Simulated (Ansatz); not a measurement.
# Energy of Al along a shift of atoms along one path

System: Al (P4/nmm, 2 atoms in the cell).
Method: DFT r2SCAN, scalar-relativistic, plane waves, PAW, no spin polarisation (Ansatz 0.2.0).

The 7 runs differ only in the geometry, by a shift of atoms along one path in a fixed cell. The shift s is measured from run 4: Al2 moves along the Cartesian direction (0.00, 0.00, 1.00), and Al1 with it in fixed proportion. The structure derives from a Materials Project entry.

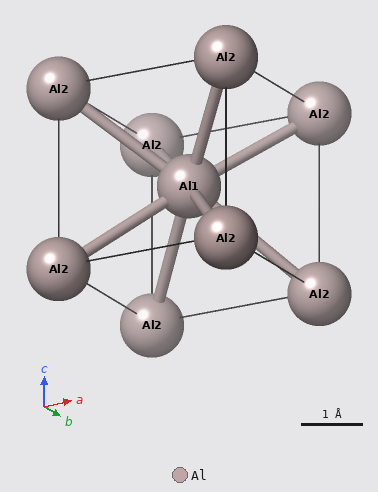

Figure 1. The structure of run 4 (ball-and-stick view of the cell of the calculation, set on other vectors, seen at an oblique angle; atoms are numbered from 1 in the order of the input). An atom can appear more than once, as a periodic image.

**Input of run 4**
```yaml
crystal:
  lattice:
    - [0.0, -3.1887371512, 0.0]
    - [-3.1887371512, 0.0, 0.0]
    - [0.0, 0.0, -3.1887371512]
  atoms:
    - { symbol: Al, position: [0.5, 0.5, 0.4858878302] }
    - { symbol: Al, position: [0.0, 0.0, 0.0141121698] }
basis:
  ecutwfc: 500
kpoints:
  mp_grid: { grid: [18, 18, 18] }
hamiltonian:
  xc: r2scan
scf:
  occupations: { method: gaussian, width: 0.15 }
output:
  forces: true
  stress: true
  eigenvalues: true
```

Command:
```bash
ansatz run input.yaml --threads 2 --pin off --max-ram 5120MiB --backend cpu --events-out ev --progress --plain --runs-dir out
```

Lattice vectors (Å) and fractional positions of run 4:
```
   0.000000   -3.188737    0.000000
  -3.188737    0.000000    0.000000
   0.000000    0.000000   -3.188737
Al  0.500000  0.500000  0.485888
Al  0.000000  0.000000  0.014112
```

Run 5 differs from it as follows:
```diff
-    - { symbol: Al, position: [0.5, 0.5, 0.4858878302] }
-    - { symbol: Al, position: [0.0, 0.0, 0.0141121698] }
+    - { symbol: Al, position: [0.5, 0.5, 0.4905918868] }
+    - { symbol: Al, position: [0.0, 0.0, 0.0094081132] }
```

**Results, with one run withheld**

```csv
run,shift s of Al2 (Å),"free energy per atom, from the lowest run given (meV)",pressure (GPa),force along the path (eV/Å)
1,−0.0600,49.82,1.39,1.924
2,−0.0450,36.40,1.00,1.655
3,−0.0300,25.01,0.67,1.383
4,0.0000,8.37,0.19,0.834
5,0.0150,?,?,?
6,0.0300,0.00,−0.05,0.280
7,0.1050,15.66,0.40,−1.109
```

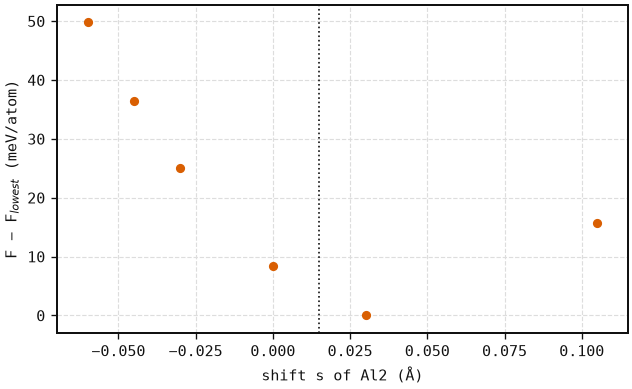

Figure 2. Free energy per atom of the runs given; the dotted line marks run 5.

Estimate the energy of run 5 from the others.

A cubic polynomial in the coordinate, fitted to the 6 runs given, misses them by at most 0.01 meV per atom. With x = s − 0.0000, it reads F = 8.375 − 417.26 x + 4586.4 x² + 459.92 x³ (meV per atom). At run 5 it gives 3.15 meV per atom, and the run itself gives 3.14. The slope of the fit gives a force −dF/ds of 0.559 eV/Å along the path (summed over the atoms that move), and the printed forces give 0.558 eV/Å. The fit has its minimum at s = 0.0452 Å.

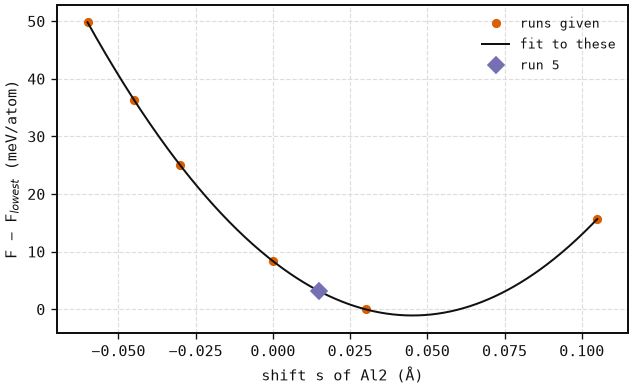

Figure 3. The fit and the withheld run.

**Output, shortened to warnings, some set-up lines, iterations and results (run 5)**
```
Basis set: ecut = 500 eV, 799 PW (Γ), exchange–correlation on 96×96×96 points (64 copies of the dense FFT grid, shifted against one another)
Symmetry: 16 space group operations
k-points: 550 of 5832
Initial density: superposition of atomic densities (neutral atoms: chi_scale 0, normalization atom), corrected by the library's trained network
[...]
SCF iter   1: F=—  HF=-1080.579544 eV  |F-HF|=—  |Δ(HF+E_count)|=         —  Δρ=4.10e-3  dr2=6.12e-3  dr2_τ=8.56e-3  ethr=1.77e-3  ⟨swp⟩=5.0  Hψ=30139  notcnv=0
SCF iter   2: F=—  HF=-1080.593670 eV  |F-HF|=—  |Δ(HF+E_count)|=   1.41e-2  Δρ=3.56e-3  dr2=4.59e-3  dr2_τ=1.02e-5  ethr=1.02e-4  ⟨swp⟩=2.4  Hψ=9909  notcnv=0  defer=20
SCF iter   3: F=—  HF=-1080.592438 eV  |F-HF|=—  |Δ(HF+E_count)|=   1.23e-3  Δρ=3.49e-4  dr2=2.77e-5  dr2_τ=2.34e-6  ethr=7.65e-5  ⟨swp⟩=1.0  Hψ=3718  notcnv=0  defer=20
SCF iter   4: F=—  HF=-1080.592442 eV  |F-HF|=—  |Δ(HF+E_count)|=   4.20e-6  Δρ=1.63e-4  dr2=8.17e-6  dr2_τ=2.67e-7  ethr=4.61e-7  ⟨swp⟩=2.0  Hψ=5334  notcnv=0  defer=20
SCF iter   5: F=—  HF=-1080.592438 eV  |F-HF|=—  |Δ(HF+E_count)|=   4.09e-6  Δρ=3.65e-5  dr2=4.22e-7  dr2_τ=5.72e-10  ethr=1.36e-7  ⟨swp⟩=2.0  Hψ=5394  notcnv=0  defer=20
SCF iter   6: F=-1080.592438 eV  HF=-1080.592438 eV  |F-HF|=1.02e-9  |Δ(HF+E_count)|=   6.38e-9  Δρ=1.16e-5  dr2=4.31e-8  dr2_τ=5.85e-11  ethr=1.67e-9  ⟨swp⟩=4.5  Hψ=15977  …
SCF 1 converged in 6 iterations: F = -1080.592438 eV  dr2 = 4.31e-8
SCF converged after 6 iterations
Free energy (F): -1080.592438 eV
Harris-Foulkes:  -1080.592438 eV  (|F-HF|=1.02e-9)
Internal energy: -1080.583400 eV  (E = F + TS)
E sigma→0 (E₀):  -1080.587919 eV
Entropy (-TS):   -0.009039 eV (-4.519 meV/atom)
Fermi energy:    8.198701 eV
--- Per-component energies (eV) ---
  E_band       = 20.502130
  E_kinetic    = 46.347737
  E_local      = 21.157759  (includes V_loc(G=0)·N_el)
  E_nonlocal   = 19.451715
  E_hartree    = 0.177159
  E_xc         = -73.549611
  E_vxc        = -62.508671  (∫ρ·V_xc dr)
  E_paw        = -946.172144  (= ΣΔE_a)
  E_vpaw       = -6.786068  (= ΣTr[D̂ρ^β])
  E_aug_tail   = -0.000001  (compensation charges beyond the density's cutoff)
  E_vtau       = 2.485309  (kinetic-family band-sum trace: ∫τ·v_τ [+ j·A + Jᵃ·Aᵃ] dr)
  E_ewald      = -147.875796
  E_core_change = -0.120216  (= ΣΔE_core)
  E_smearing   = -0.009039  (= −TS)
  E_closure    = -0.000000  (closes the sum)
  Σ components = -1080.592438   (vs F -1080.592438, Δ=0.00e0)
--- Forces (eV/Å), atoms counted from 1 ---
  atom   1  Al     0.00000000     0.00000000    -0.27911319
  atom   2  Al     0.00000000     0.00000000     0.27911319
  max |Σ_I F_I| component: 0.00e0 eV/Å
--- Stress (GPa, compression-positive) ---
        0.102597       0.000000       0.000000
        0.000000       0.102597       0.000000
        0.000000       0.000000      -0.080395
  P = ⅓ Tr σ = 0.0416 GPa (0.416 kbar)
```
